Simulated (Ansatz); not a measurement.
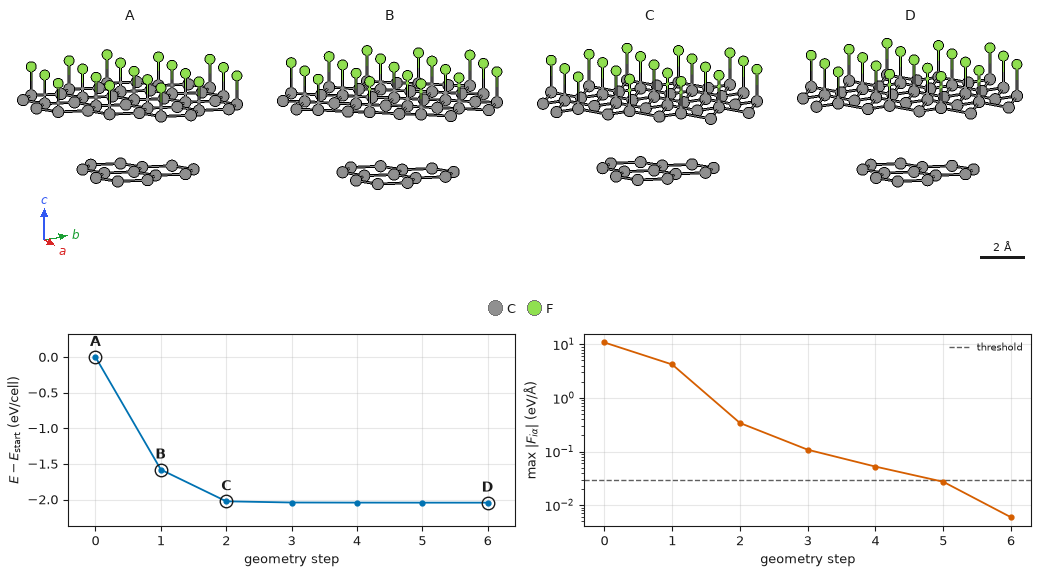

Frames of a constrained relaxation of a slab of composition C$_{8}$F (cut from the P6_3/mmc phase), marked on the history of the run. A ball-and-stick model of the atoms within 5.8 Å of the atom that moves most (axes of the 3 × 3 repeat of the cell, outlined in the plane, without the vacuum), seen slightly off an axis.

Case: F put at a top C site. The slab is the (0 0 1) face of C with F on it. 4 atoms are held fixed.

The calculation used DFT PBE+D3(BJ), scalar-relativistic, plane waves, PAW (Ansatz 0.2.0). Set-up: plane-wave cutoff 420 eV; k-point mesh 12 × 12 × 1; occupations gaussian; smearing width 0.1 eV; no spin polarisation; dipole correction; atoms relaxed in a fixed cell; force threshold 0.03 eV/Å; at most 70 steps.

### What happens along the run?

The atom that moves furthest is the F atom (0.53 Å along the normal (+c)). By element the largest moves are F 0.53 Å, C 0.40 Å. The lattice vectors keep their values. Some distances before and after: C–F 1.340 → 1.479 Å, C–C 1.423 → 1.458 Å. Bond angles that change, for instance: C–C–F 90.0° → 102.6°, C–C–C 120.0° → 115.4°. After 6 geometry steps the energy has fallen by 2.045 eV per cell of the calculation. The largest force component goes from 11 to 0.006 eV/Å. The run took 46 s on 2 threads of Arm Neoverse V2 (shared host), peak memory 0.39 GiB. From step 0 to 1: the F atom moves most (0.19 Å), energy −1.580 eV per cell of the calculation. From step 1 to 2: C atoms move most (0.19 Å), energy −0.445 eV per cell of the calculation. From step 2 to 6: C atoms move most (0.25 Å), energy −19.1 meV per cell of the calculation.

Limits of the set-up: the cell has an odd number of electrons but was run without spin polarisation; the periodic images lie only 2.5 Å apart, so the values are limited by the cell's size.
